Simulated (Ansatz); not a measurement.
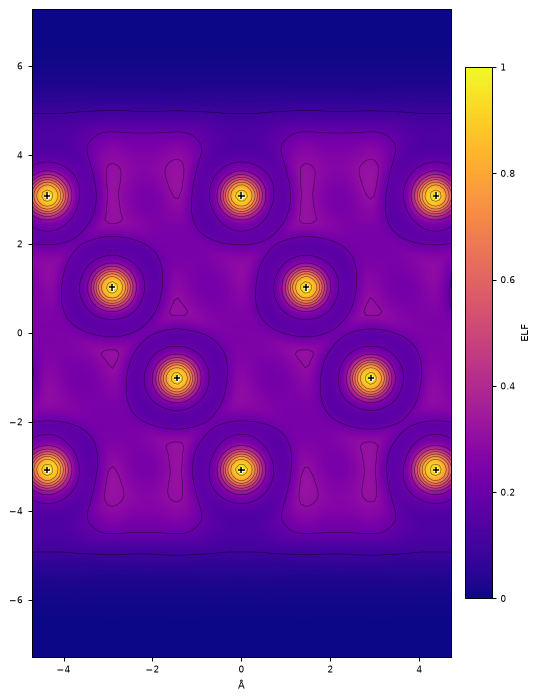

The ELF on a plane through atoms (crosses mark nuclei in the plane).

Computed with Ansatz, DFT PBE+D3(BJ), scalar-relativistic, plane waves, PAW.

Candidates:
A. Cu16O (slab), a = 5.04 Å, b = 5.04 Å, c = 25.17 Å, α = 90.00°, β = 90.00°, γ = 120.00°. Computed without spin polarisation.
B. Cu (slab), a = 5.04 Å, b = 5.04 Å, c = 23.17 Å, α = 90.00°, β = 90.00°, γ = 120.00°. Computed without spin polarisation.
C. SnS, a = 11.15 Å, b = 4.00 Å, c = 4.26 Å, α = 90.00°, β = 90.00°, γ = 90.00°. Space group Pnma; a generated structure, not necessarily the stable one.

Q: Which candidate gave the map?

A: Candidate B: Cu on the (110) plane of the calculation cell, a cut from vacuum to vacuum, which holds Cu. Cu–Cu (2.52 Å): the ELF is about 0.20 at the midpoint; no localised pair shows between them.
